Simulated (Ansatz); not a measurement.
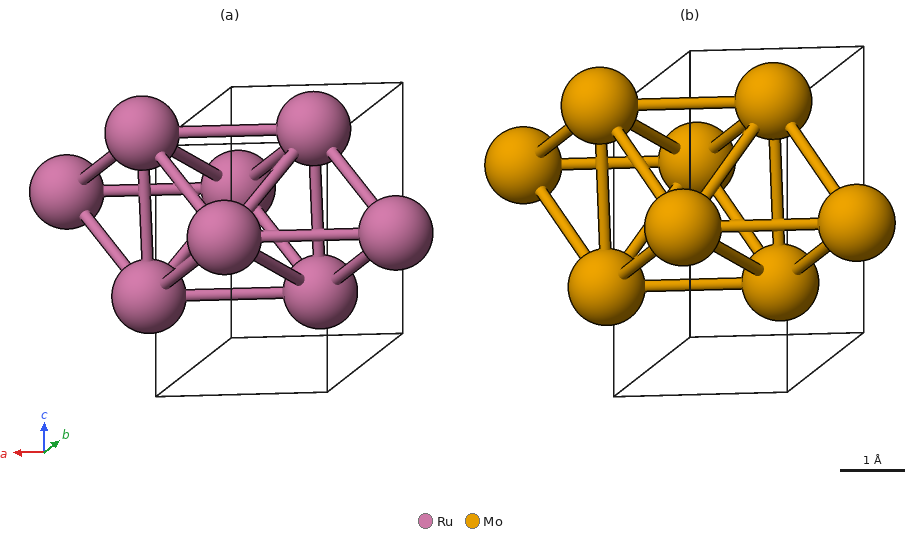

Left: a crystal of Ru (set up in P6_3/mmc). Right: the same structure after one change, at the same scale. The picture is a ball-and-stick view of the cell of the calculation, repeated 2 × 2 × 1 with one cell outlined, seen from a free direction.

Level of theory: DFT PBE, scalar-relativistic, plane waves, PAW (Ansatz). (plane-wave cutoff 420 eV; occupations gaussian; smearing width 0.1 eV; no spin polarisation) The k-mesh is chosen for each cell (18×18×10, 18×18×8).

Question: What was changed?

Answer: Every ruthenium atom is replaced by molybdenum, which gives Mo. Cell and atoms are relaxed again (to zero pressure within 0.1 GPa, forces under 0.01 eV/Å).

Question: How do the computed properties respond?

Answer: The volume per atom goes from 13.77 to 16.12 Å³. The volume changes by +17.1 %, with a = b 2.720 → 2.755 Å (+1.3 %), c 4.297 → 4.903 Å (+14.1 %). The space group stays P6_3/mmc (No. 194). Both are metals.
